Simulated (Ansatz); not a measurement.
# Calculations on Bi₂Te₃

## 1. Relaxation

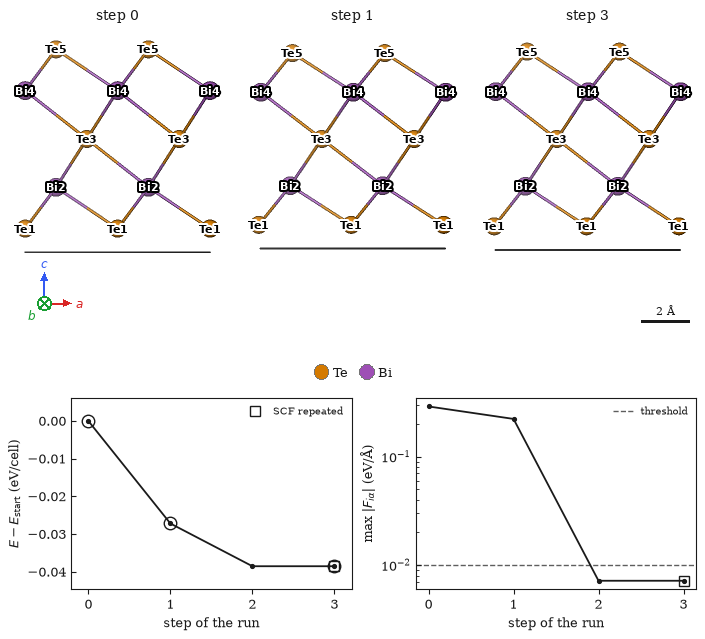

Frames of a relaxation of a slab of composition Bi2Te3, marked on the history of the run. Style: ball-and-stick. Shown: the 2 × 2 repeat of the cell, outlined in the plane, without the vacuum, along the b axis.

Case: strain along x +0.050, atoms relaxed.

Theory: DFT PBE+D3(BJ), scalar-relativistic, plane waves, PAW in Ansatz. (plane-wave cutoff 420 eV; k-point mesh 6 × 6 × 1; occupations gaussian; smearing width 0.02 eV; no spin polarisation; atoms relaxed in a fixed cell; force threshold 0.01 eV/Å; at most 40 steps)

Question: What happens along the run?

Answer: The energy falls by 38.5 meV per cell of the calculation in 2 accepted moves (3 points after the start). Largest force component: 0.29 eV/Å at the start, 0.0072 eV/Å at the end. 1 step only repeated the SCF at the same geometry. The largest moves, 0.13 Å, are those of Te1 and Te5. Te1 goes at 43° to the normal (+c side). By element the largest moves are Te 0.13 Å, Bi 0.07 Å. The lattice vectors keep their values. Near-neighbour distances that change, for instance: Bi2–Te3 3.312 → 3.267 Å, Bi4–Te5 3.135 → 3.092 Å, Bi2–Te3 (another image) 3.238 → 3.248 Å, Bi4–Te5 (another image) 3.057 → 3.062 Å. The run took 44 s on 4 threads of Arm Neoverse V1 (shared host), peak memory 1.4 GiB. From step 0 to 1: Te atoms move most (0.19 Å), energy −27.2 meV per cell of the calculation. From step 1 to 3: Te atoms move most (0.07 Å), energy −11.3 meV per cell of the calculation.

```csv
step,"E − E(0), meV/atom","largest force component, eV/Å",note
0,0.00,0.2896,
1,-5.44,0.2223,
2,-7.70,0.0072,
3,-7.70,0.0072,"same geometry, SCF repeated"
```

## 2. Relaxation

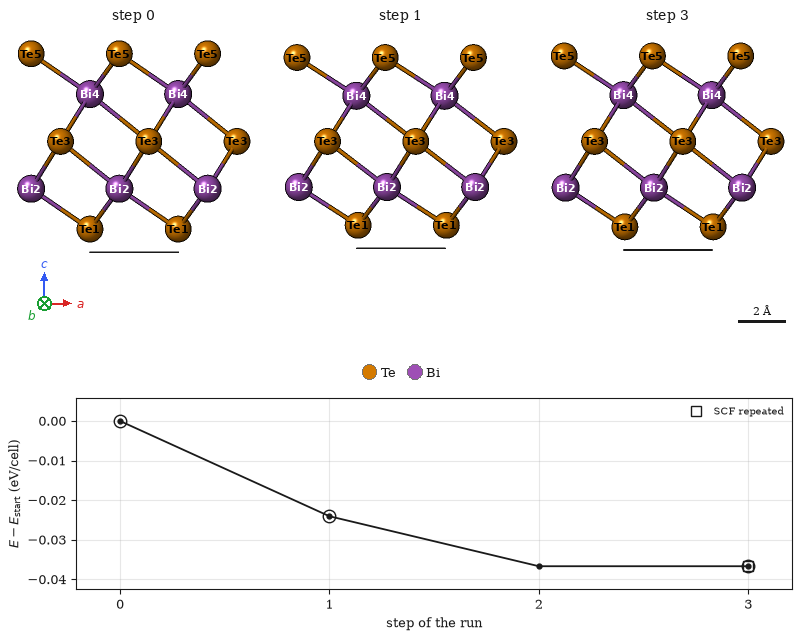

Frames of a relaxation of a slab of composition Bi₂Te₃, marked on the history of the run. The picture is a ball-and-stick view of the cell of the calculation, outlined in the plane, without the vacuum, seen along the b axis.

Case: strain along y +0.050, atoms relaxed.

Method: DFT PBE+D3(BJ), scalar-relativistic, plane waves, PAW (Ansatz).

Input file:
```yaml
crystal:
  lattice:
    - [4.3497384303, 0.0, 0.0]
    - [-2.1748692152, 3.9553331795, 0.0]
    - [0.0, 0.0, 41.0301607706]
  atoms:
    - { symbol: Te, position: [0.0, 0.0, 0.4076965189] }
    - { symbol: Bi, position: [0.3333333333, 0.6666666667, 0.4501853757] }
    - { symbol: Te, position: [0.6666666667, 0.3333333333, 0.5] }
    - { symbol: Bi, position: [0.0, 0.0, 0.5498146243] }
    - { symbol: Te, position: [0.3333333333, 0.6666666667, 0.5923034811] }
  periodic: [true, true, false]
basis:
  ecutwfc: 420
kpoints:
  mp_grid: { grid: [6, 6, 1] }
  band_path:
    path:
      - [0, 0, 0]
      - [0.5, 0, 0]
      - [0.3333333333333, 0.3333333333333, 0]
      - [0, 0, 0]
    npoints: 8
hamiltonian:
  xc: pbe
  dispersion: d3bj
scf:
  occupations: { method: gaussian, width: 0.02 }
output:
  forces: true
  stress: true
  eigenvalues: true
  write_density: true
  write_potential: true
  elf: true
  volumetric_format: npy
relax:
  adjacent_minimum: "off"
  f_tol: 0.01
  max_steps: 40
```

Launched with:
```bash
ansatz run input.yaml --threads 4 --pin off --max-ram 10240MiB --backend cpu --events-out ev --progress --plain --runs-dir out
```

**Describe the path.**

The largest moves, 0.13 Å, are those of Te1 and Te5. Te1 goes at 41° to the normal (+c side). By element the largest moves are Te 0.13 Å, Bi 0.06 Å. The lattice vectors keep their values. Some distances before and after: Bi2–Te3 3.336 → 3.272 Å, Bi4–Te5 3.161 → 3.103 Å, Bi4–Te5 (another image) 3.083 → 3.071 Å, Bi2–Te3 (another image) 3.263 → 3.254 Å. After 2 accepted moves (3 points after the start) the energy has fallen by 36.7 meV per cell of the calculation. The largest force component goes from 0.29 to 0.0084 eV/Å. 1 step only repeated the SCF at the same geometry. From step 0 to 1: Te atoms move most (0.19 Å), energy −24.1 meV per cell of the calculation. From step 1 to 3: Te atoms move most (0.07 Å), energy −12.6 meV per cell of the calculation.

```csv
step,"E − E(0), meV/atom","largest force component, eV/Å",note
0,0.00,0.2913,
1,-4.81,0.2347,
2,-7.34,0.0084,
3,-7.34,0.0084,"same geometry, SCF repeated"
```

## 3. A change

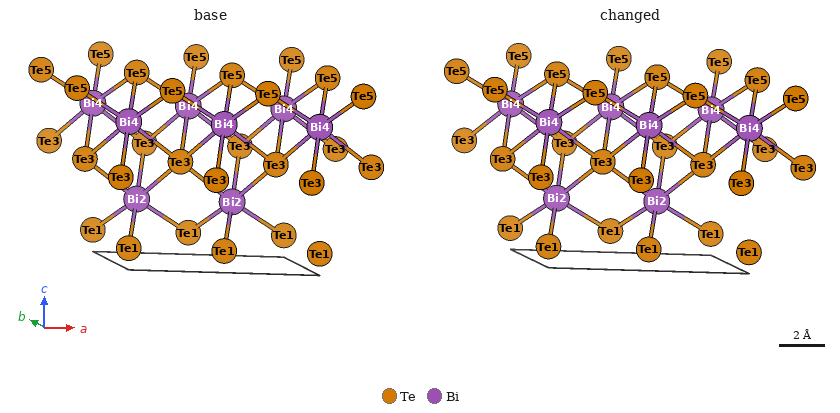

Left: a slab of composition Bi$_{2}$Te$_{3}$ (cut from the R-3m phase). Right: the same structure after one change, at the same scale. Style: ball-and-stick. Shown: the 2 × 1 repeat of the cell, outlined in the plane, without the vacuum, slightly off an axis.

Theory: Ansatz, DFT PBE+D3(BJ), scalar-relativistic, plane waves, PAW. Settings: plane-wave cutoff 420 eV; k-point mesh 6 × 6 × 1; occupations gaussian; smearing width 0.02 eV; no spin polarisation.

### What distinguishes the right structure from the left one?

The sheet is strained in its plane (along x) by +5.0 %. The atoms are relaxed.

### And its effect?

Energy change: +13.4 meV per atom. In the plane the drawn cell goes a 8.699 → 9.134 Å (+5.0 %), b 4.350 → 4.405 Å (+1.3 %). The largest moves relative to the cell and the layer's centre, 0.13 Å, are those of Te1 and Te5. Te5 goes at 43° to the normal (−c side). Largest moves by element: Te 0.13 Å, Bi 0.07 Å. Near-neighbour distances before and after: Bi–Te 3.057 → 3.062 to 3.092 Å, Bi–Te 3.238 → 3.248 to 3.267 Å. The space group (tolerance 0.01 Å) goes from P-3m1 (No. 164) to C2/m (No. 12).

## 4. A change

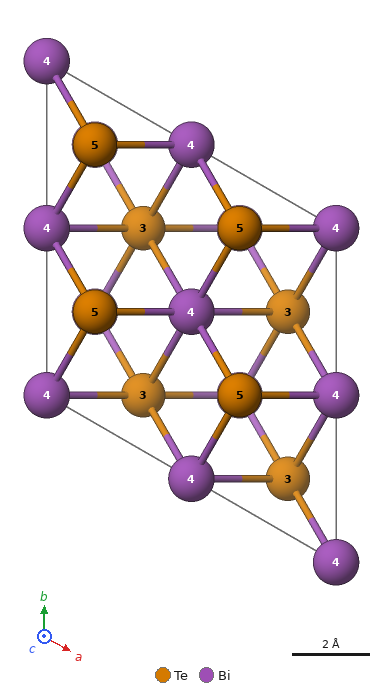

This is a slab of composition Bi2Te3 (cut from the R-3m phase). A ball-and-stick model of the 2 × 2 repeat of the cell, outlined in the plane, without the vacuum, seen along the c axis.

Level of theory: DFT PBE+D3(BJ), scalar-relativistic, plane waves, PAW (Ansatz). Settings: plane-wave cutoff 420 eV; k-point mesh 6 × 6 × 1; occupations gaussian; smearing width 0.02 eV; no spin polarisation.

Change: The sheet is strained in its plane (along x) by +2.0 %. The atoms are relaxed.

Input file:
```yaml
crystal:
  lattice:
    - [4.3497384303, 0.0, 0.0]
    - [-2.1748692152, 3.8423236601, 0.0]
    - [0.0, 0.0, 41.0301607706]
  atoms:
    - { symbol: Te, position: [0.0, 0.0, 0.4076965189] }
    - { symbol: Bi, position: [0.3333333333, 0.6666666667, 0.4501853757] }
    - { symbol: Te, position: [0.6666666667, 0.3333333333, 0.5] }
    - { symbol: Bi, position: [0.0, 0.0, 0.5498146243] }
    - { symbol: Te, position: [0.3333333333, 0.6666666667, 0.5923034811] }
  periodic: [true, true, false]
basis:
  ecutwfc: 420
kpoints:
  mp_grid: { grid: [6, 6, 1] }
  band_path:
    path:
      - [0, 0, 0]
      - [0.5, 0, 0]
      - [0.3333333333333, 0.3333333333333, 0]
      - [0, 0, 0]
    npoints: 8
hamiltonian:
  xc: pbe
  dispersion: d3bj
scf:
  occupations: { method: gaussian, width: 0.02 }
output:
  forces: true
  stress: true
  eigenvalues: true
  write_density: true
  write_potential: true
  elf: true
  volumetric_format: npy
relax:
  adjacent_minimum: "off"
  f_tol: 0.01
  max_steps: 40
```

Command:
```bash
ansatz run input.yaml --threads 4 --pin off --max-ram 10240MiB --backend cpu --events-out ev --progress --plain --runs-dir out
```

Question: What is the effect?

Answer: The energy rises by 2.3 meV per atom. In the plane the drawn cell goes a 8.699 → 8.699 Å (0.0 %), b 8.699 → 8.830 Å (+1.5 %). The largest moves relative to the cell and the layer's centre, 0.052 Å, are those of Te1 and Te5. Te5 goes at 43° to the normal (−c side). By element the largest moves are Te 0.052 Å, Bi 0.028 Å. Among the bonded contacts that change: Bi–Te 3.057 → 3.063 to 3.075 Å, Bi–Te 3.238 → 3.245 to 3.249 Å. The space group (tolerance 0.01 Å) goes from P-3m1 (No. 164) to C2/m (No. 12).

Drawn alike, the variant:

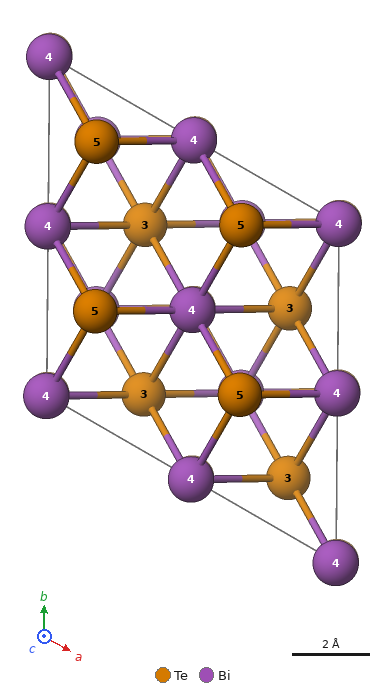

## 5. Series

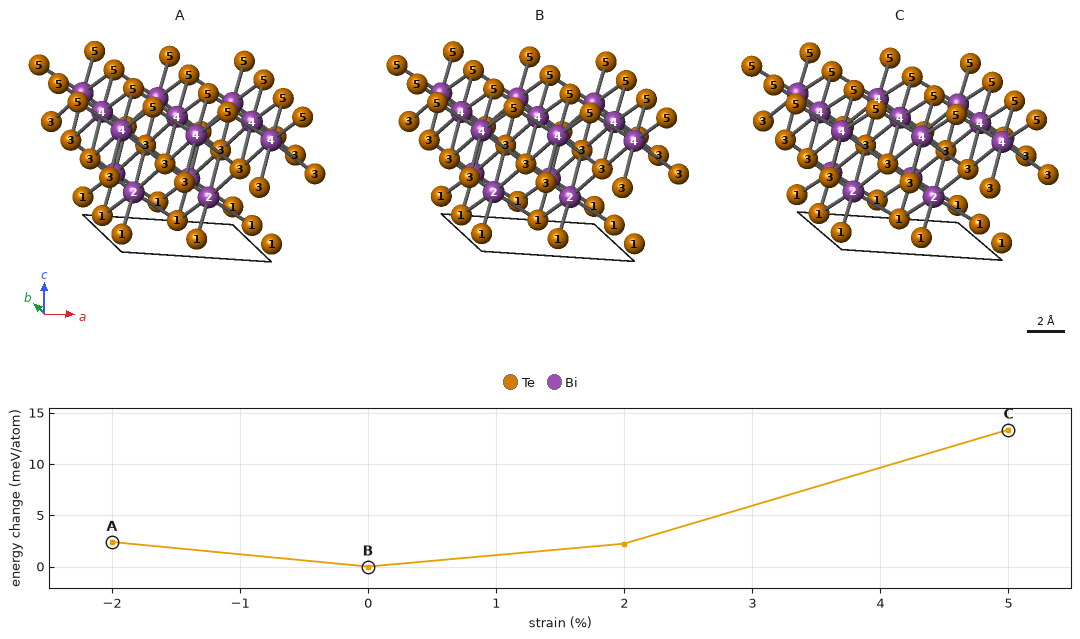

Members of a series of calculations on a slab of composition Bi2Te3 (cut from the R-3m phase), marked on the first curve. Style: ball-and-stick. Shown: the 2 × 2 repeat of the cell, outlined in the plane, without the vacuum, slightly off an axis.

Theory: DFT PBE+D3(BJ), scalar-relativistic, plane waves, PAW in Ansatz. Set-up: plane-wave cutoff 420 eV; k-point mesh 6 × 6 × 1; occupations gaussian; smearing width 0.02 eV; no spin polarisation.

**Which kind of strain is it, and how does the structure respond?**

A sheet under strain in its plane, along x. A (strain −2.0 %): energy change 2.4 meV/atom. B (strain 0.0 %): energy change 0.0 meV/atom. C (strain 5.0 %): energy change 13.4 meV/atom. The rest compares A with C. In the plane the drawn cell goes a 8.525 → 9.134 Å (+7.1 %), b 8.656 → 8.810 Å (+1.8 %). Some distances before and after: Bi–Te 3.049 → 3.062 to 3.092 Å, Bi–Te 3.231 → 3.248 to 3.267 Å.
